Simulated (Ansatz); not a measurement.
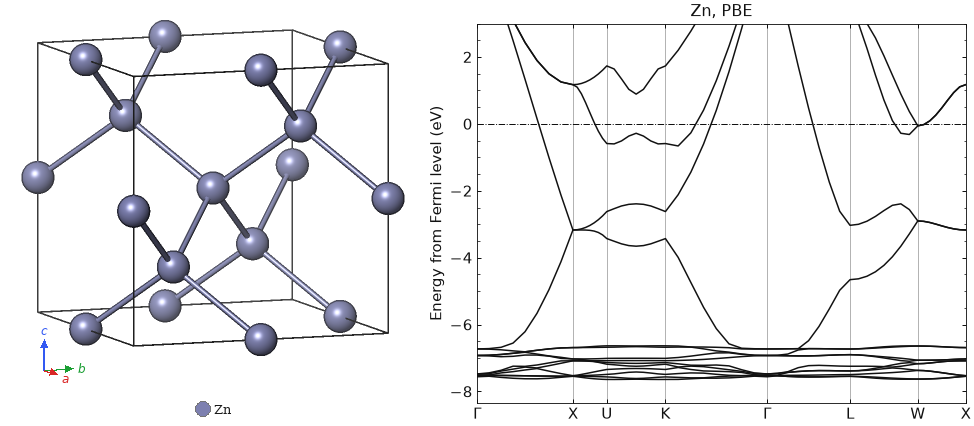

Band structure, beside the structure. Energies are counted from the Fermi level. The path runs straight from each named point to the next.

Calculation on Zn, space group Fd-3m (No. 227), 2 atoms in the cell.

Method: DFT, PBE, all-electron PAW with datasets made for the crystal, scalar-relativistic, no spin polarisation, 11×11×11 k mesh, 280 eV cutoff, Fermi-Dirac smearing of 0.05 eV (Ansatz).

Is there a gap at the Fermi level?

A metal: bands cross the Fermi level along this path.
